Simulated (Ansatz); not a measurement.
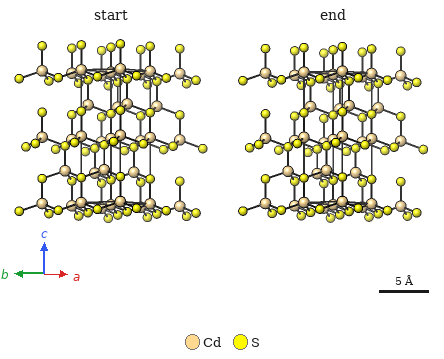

The structure of solid CdS (built on the 4H polytype type) before (left) and after (right) a relaxation, at one scale.

Style: ball-and-stick. Shown: the cell of the calculation, repeated 2 × 2 × 1 with one cell outlined, from a free direction.

Level of theory: DFT, PBEsol, plane waves, PAW (Ansatz).

The input:
```yaml
crystal:
  lattice:
    - [4.1935380944, 0.0, 0.0]
    - [-2.0967690472, 3.6317105215, 0.0]
    - [0.0, 0.0, 13.6707101065]
  atoms:
    - { symbol: Cd, position: [0.0, 0.0, -0.0002848376] }
    - { symbol: Cd, position: [0.3333333333, 0.6666666667, 0.249923096] }
    - { symbol: Cd, position: [0.0, 0.0, 0.4997151624] }
    - { symbol: Cd, position: [0.6666666667, 0.3333333333, 0.749923096] }
    - { symbol: S, position: [0.0, 0.0, 0.1875909589] }
    - { symbol: S, position: [0.3333333333, 0.6666666667, 0.4377707828] }
    - { symbol: S, position: [0.0, 0.0, 0.6875909589] }
    - { symbol: S, position: [0.6666666667, 0.3333333333, 0.9377707828] }
kpoints:
  mp_grid: { grid: [6, 6, 2] }
hamiltonian:
  xc: pbesol
scf:
  occupations: { method: fermi_dirac, width: 0.02 }
relax:
  f_tol: 0.005
  cell: {}
```

Launched with:
```bash
ansatz run input.yaml --threads 4 --pin off --max-ram 7372MiB --backend cpu --events-out ev --progress --plain --runs-dir out
```

What changed between the two?

The energy falls by 98.5 meV per cell of the calculation in 2 accepted moves (3 points after the start). The largest force component goes from 0.0028 to 0.00079 eV/Å. Pressure: −2.84 GPa at the start and −0.04 GPa at the end. At 1 point the geometry stayed and the basis and grid were re-selected for the new cell (energy shift of 1.5 meV per cell of the calculation at most each time). The atoms keep their places relative to the cell (all moves are under 0.005 Å). The volume changes by −5.0 %, with a = b 4.194 → 4.123 Å (−1.7 %), c 13.671 → 13.436 Å (−1.7 %). Some distances before and after: Cd1–S5 2.568 → 2.525 Å, Cd1–S8 2.565 → 2.521 Å. The space group stays P6_3mc (No. 186).
